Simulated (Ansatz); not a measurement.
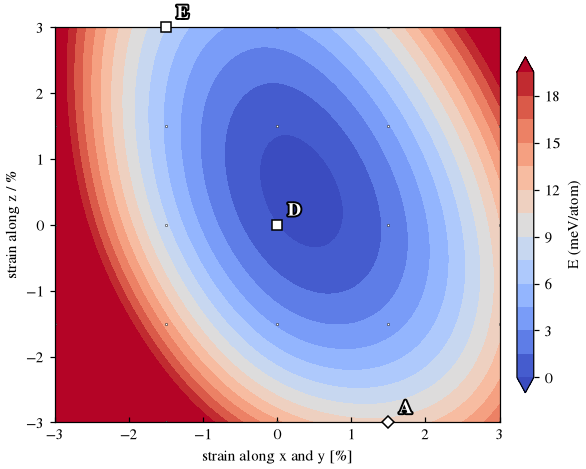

CaO (P6_3/mmc, No. 194; 4 atoms in the cell). The cell is strained homogeneously, by one strain along x and y and another along z, with fractional coordinates fixed (x along [1 0 0], z along [0 0 1] of the conventional cell). Coordinates scanned: (1) strain along x and y; (2) strain along z. The grid has 5 × 5 points. Points are written as (first, second). Energies are in meV/atom, from the lowest grid point. The reference cell is the one listed in the database, not relaxed at this level. The calculation used DFT PBE, scalar-relativistic, plane waves, PAW in Ansatz 0.2.0. Settings: cutoff 420 eV, k-mesh 9×9×6 in the order of the run's cell vectors, gaussian smearing 0.05 eV, no spin polarisation.

In the figure: filled contours, dots at the grid points, one colour for all values above the top of the scale, lettered points. Between grid points the surface is interpolated.

> Is E the lowest point of the computed grid?

No. E lies 7.5 meV/atom above the lowest grid point, which is at (0.0 %, 0.0 %).

> Rank the lettered points by energy, lowest first.

D (0.0 meV/atom), E (7.5 meV/atom), A (11.0 meV/atom).
